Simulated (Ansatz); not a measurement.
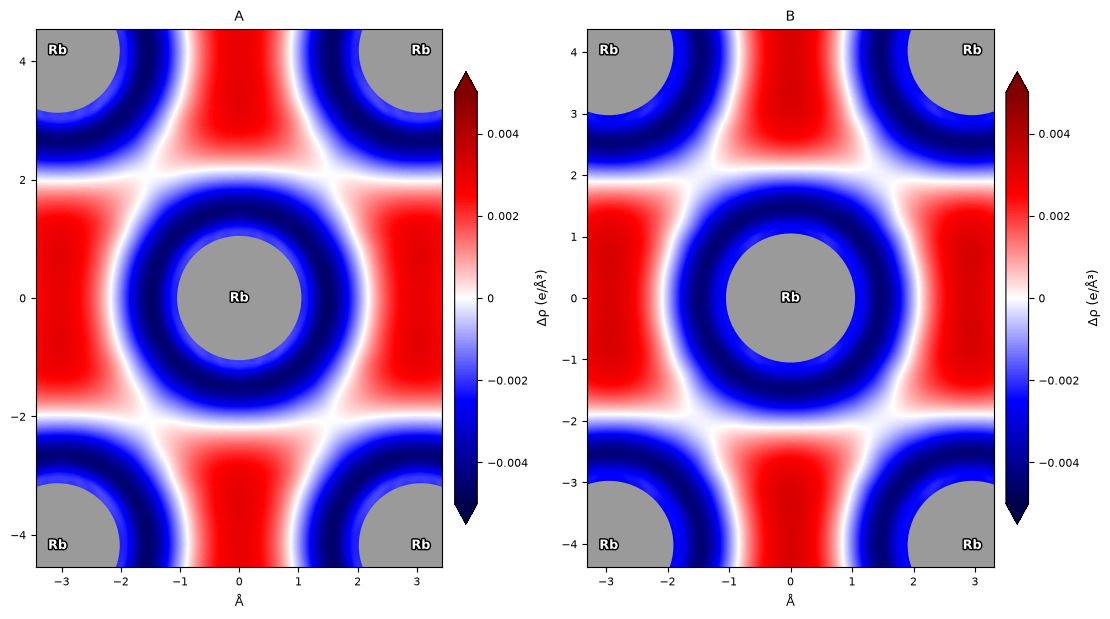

Rb: deformation density on the (011) plane of the conventional cell at two volumes, with the same fractional coordinates and one colour scale. Grey discs cover the cores.

Space group I4/mmm. This isn't the usual form at ambient conditions. The cell comes from a database of computed structures, not from a measurement.

Theory: DFT r2SCAN, scalar-relativistic, plane waves, PAW in Ansatz.

Q: Which panel is the larger cell, by how much, and what changes?

A: A is the larger cell: A has 112 % of the volume of B. The pressure is 0.0 GPa in B and −0.2 GPa in A. The rearranged charge is 0.11 e an atom in B and 0.12 e in A.
